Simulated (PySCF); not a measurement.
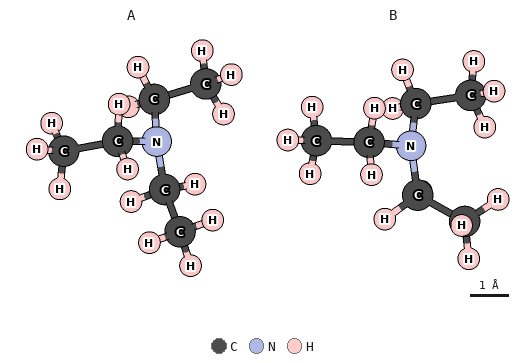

Two geometries of C6H15N, drawn at one scale. One is the start of a relaxation, the other its converged end. Style: ball-and-stick. Shown at a tilt.

Computed with PySCF 2.14.0, density-fitted response routines, PBE0-D3(BJ)/def2-SVP geometry optimisation, gas phase. 

### Which one is relaxed?

Structure A is the relaxed one. The start comes from GFN2-xTB. The energy falls by 0.101 eV in 16 geometry steps. The largest force component goes from 0.79 to 0.011 eV/Å. The forces were under the threshold at step 3, but the run went on from there. An H atom moves most after the best rigid fit: 1.41 Å. By element the largest moves are H 1.41 Å, C 0.71 Å, N 0.25 Å. Among the contacts that change: C–H 1.096 → 1.115 Å, C–C 1.529 → 1.518 Å. Among the angles between lasting bonds that change: N–C–C 110.9° → 113.8°, N–C–H 110.2° → 107.4°, C–C–H 110.1° → 112.5°. Groups turn about C–N by about 50°. The run took about 3 core-minutes on a shared host.
